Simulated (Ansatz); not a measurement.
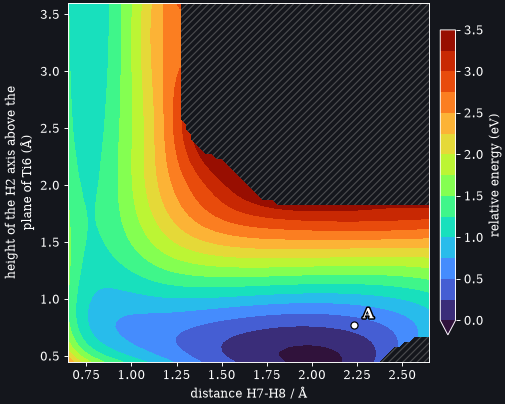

H₂ on a Ti(111) slab cut from the Im-3m phase, its upper half relaxed before the scan (6 atoms of substrate and one adsorbate in a 1 × 1 cell). 
- H2 lies flat over one site of a rigid substrate while its bond length and height are varied; it sits over a hollow of the top layer over the deeper atom Ti5, heights counted from the top plane, its axis along the long diagonal of the hexagonal surface cell.
- First axis: distance H7-H8. Second axis: height of the H2 axis above the plane of Ti6.
- Grid: 8 × 9 points. At 16 points there is no value (left out: too close to the surface, or the stretched molecule far from it).
- Points are written as (first, second).
- Energies: eV, counted from the lowest grid point.
- Method: Ansatz 0.2.0, DFT PBE, scalar-relativistic, plane waves, PAW. Settings: cutoff 420 eV, k-mesh 6×6×1, gaussian smearing 0.1 eV, no spin polarisation.

Drawn: filled contours, hatched blanks where no value was computed, the point A. Between grid points the surface is interpolated.

### Is A at rest? If not, where is it pushed?

A, at (2.235 Å, 0.77 Å), is not a stationary point. The computed force is 0.66 eV for each Å towards smaller values of distance H7-H8 and 1.8 eV for each Å towards smaller values of the second coordinate.

PAW datasets: the set soft_1.
